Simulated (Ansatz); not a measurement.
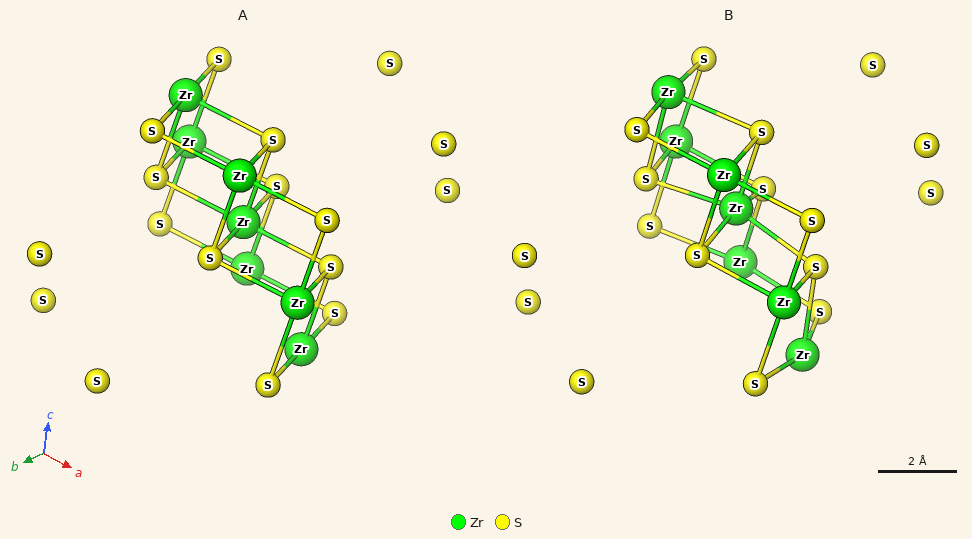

Two geometries of a defect cell of composition Zr$_{16}$S$_{31}$, drawn at one scale. One is the start of a relaxation, the other its converged end. Style: ball-and-stick. Shown: the atoms within 5.8 Å of the atom that moves most (axes of the cell of the calculation (origin shifted)), from a free direction.

Method: Ansatz 0.2.0, DFT PBE, scalar-relativistic, plane waves, PAW. Set-up: plane-wave cutoff 420 eV; k-point mesh 2 × 2 × 2; occupations gaussian; smearing width 0.01 eV; mesh shifted by (0.5, 0.5, 0.5); no spin polarisation; atoms relaxed in a fixed cell; force threshold 0.025 eV/Å; at most 45 steps.

**Which geometry has the lower energy?**

Structure B is the relaxed one. Case: S vacancy (site d), charge +0, atoms relaxed at the host's cell. A Zr atom moves most: 0.43 Å along [0 −1 1]. Largest moves by element: Zr 0.43 Å, S 0.23 Å. The lattice vectors keep their values. Among the contacts that change: S–Zr 2.574 → 2.377 Å, S–Zr 2.574 → 2.675 Å, S–Zr 2.574 → 2.520 Å, S–Zr 2.574 → 2.613 Å. Bond angles that change, for instance: Zr–S–Zr 91.4° → 112.4°, S–Zr–S 180.0° → 160.1°, S–Zr–S 91.4° → 102.9°. After 8 geometry steps the energy has fallen by 1.084 eV per cell of the calculation. Largest force component: 0.53 eV/Å at the start, 0.0042 eV/Å at the end.
